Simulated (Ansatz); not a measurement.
Consider Ta.

```
CELL_PARAMETERS angstrom
4.97045 0.00000 0.00000
-2.48523 4.30454 0.00000
0.00000 0.00000 8.36837
ATOMIC_POSITIONS crystal
Ta 0.00000 0.32317 0.00000
Ta 0.32317 0.00000 0.00000
Ta 0.67683 0.67683 0.00000
Ta 0.00000 0.67683 0.50000
Ta 0.67683 0.00000 0.50000
Ta 0.32317 0.32317 0.50000
Ta 0.66667 0.33333 0.75000
Ta 0.33333 0.66667 0.25000
```

Space group P6₃22; a structure from a database of computed crystals, not necessarily the ambient phase.

All numbers below come from DFT PBEsol, scalar-relativistic, plane waves, PAW (Ansatz 0.2.0).

Q: What can the converged valence pseudo-density and electron localisation function tell about the bonding?

A: Ta–Ta (2.68 Å): ρ at the midpoint is about 0.43 e/Å³; the ELF is about 0.35 at the midpoint.

Q: Does the calculation make it a metal, or give it a gap?

A: It is gapless in this calculation (a metal or semimetal).

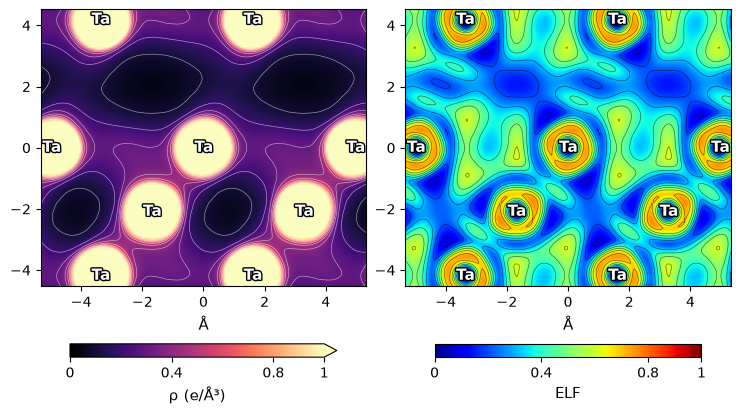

Computed valence pseudo-density and electron localisation function on the (100) plane of the conventional cell, in this order. 

Core electrons are frozen (PAW), and the valence fields are smoothed inside the atomic spheres.
